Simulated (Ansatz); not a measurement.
System: MgO.

The calculation's input:

```
crystal:
  lattice:
    - [0.0, 2.13515, 2.13515]
    - [2.13515, 0.0, 2.13515]
    - [2.13515, 2.13515, 0.0]
  atoms:
    - { symbol: Mg, position: [0.0, 0.0, 0.0] }
    - { symbol: O, position: [0.5, 0.4063297661, 0.5] }
basis:
  ecutwfc: 420
kpoints:
  mp_grid: { grid: [10, 10, 10] }
hamiltonian:
  xc: pbe
scf:
  occupations: { method: gaussian, width: 0.05 }
output:
  forces: true
  stress: true
  eigenvalues: true
  write_density: true
  write_potential: true
  elf: true
  volumetric_format: npy
```

Launched as:

```sh
ansatz run input.yaml --threads 1 --pin off --max-ram 2560MiB --backend cpu --events-out ev --progress --plain --runs-dir out
```

Below, planes, directions and counts refer to the conventional cell (a = 3.02 Å, b = 4.27 Å, c = 3.02 Å, α = 90.00°, β = 90.00°, γ = 90.00°).

Space group Imm2; changed on purpose from its base cell (atom 2 (O) moved by (-0.200, -0.200) A along x and z); not relaxed (largest force 1.4 eV/Å); computed pressure about 5 GPa in this cell.

All numbers below come from DFT PBE, scalar-relativistic, plane waves, PAW in Ansatz 0.2.0.

### What will maps of the valence pseudo-density and electron localisation function show?

Mg–O (2.15 Å): ρ at the midpoint is about 0.3 e/Å³; the ELF peaks at about 0.85 in the valence shell of O, 0.6 Å from its nucleus, and is about 0.35 at the midpoint: an ionic contact with no shared pair.

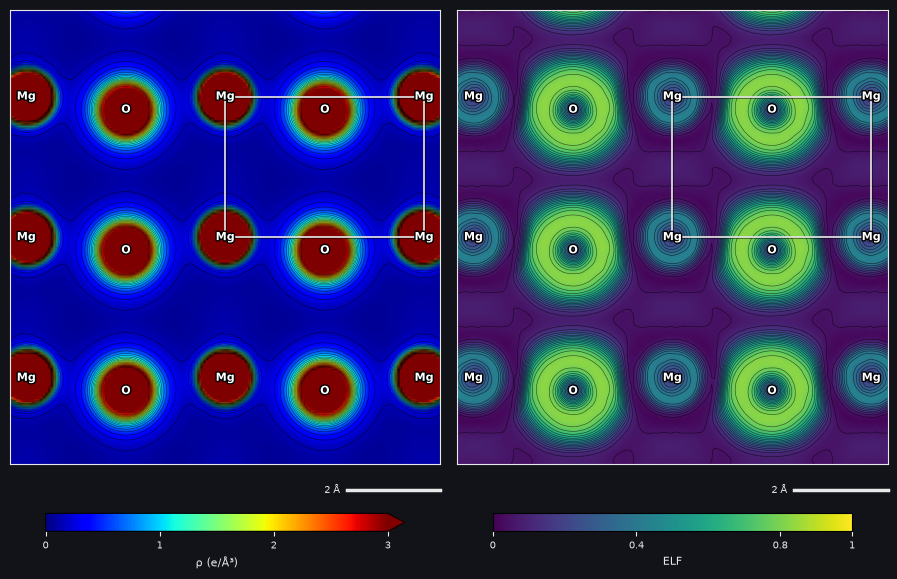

Computed valence pseudo-density and electron localisation function on the (100) plane of the conventional cell, in this order. 

Core electrons are frozen (PAW), and the valence fields are smoothed inside the atomic spheres.
